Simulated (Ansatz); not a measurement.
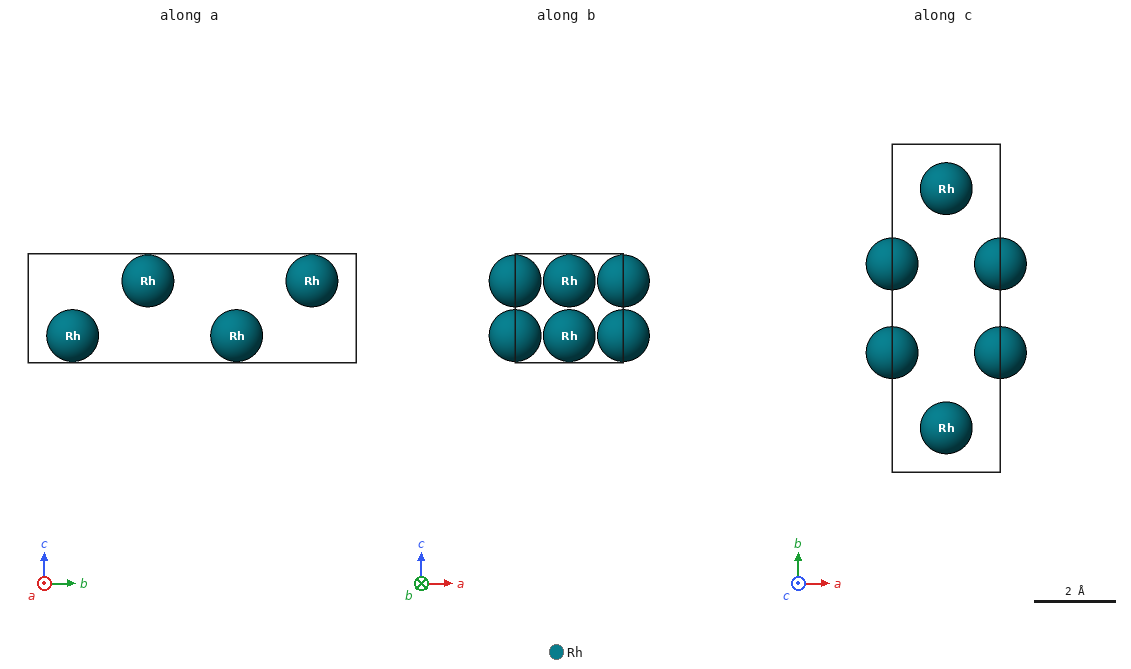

The image is a spheres-only drawing of a crystal, viewed along the a axis, along the b axis and along the c axis. The parallelepiped is the conventional unit cell.

Lattice parameters: a = 2.7058 Å, b = 8.1921 Å, c = 2.7297 Å, α = 90.000°, β = 90.000°, γ = 90.000°.

Set out the cell and atoms as a CIF with its space group and independent sites, with free fractional coordinates to two decimals.

```cif
data_structure
_symmetry_space_group_name_H-M 'C m c m'
_symmetry_Int_Tables_number 63
_cell_length_a 2.7058
_cell_length_b 8.1921
_cell_length_c 2.7297
_cell_angle_alpha 90.000
_cell_angle_beta 90.000
_cell_angle_gamma 90.000
_cell_volume 60.51
loop_
_atom_site_label
_atom_site_type_symbol
_atom_site_symmetry_multiplicity
_atom_site_Wyckoff_symbol
_atom_site_fract_x
_atom_site_fract_y
_atom_site_fract_z
_atom_site_occupancy
Rh1 Rh 4 c 0.00 0.64 0.25 1
```

Source of the structure: a structure type filled with this element by a generator (whether the element takes this form wasn't checked). It is drawn as it came out of a relaxation with DFT, RPBE, plane waves (420 eV) with PAW, scalar-relativistic (Ansatz).
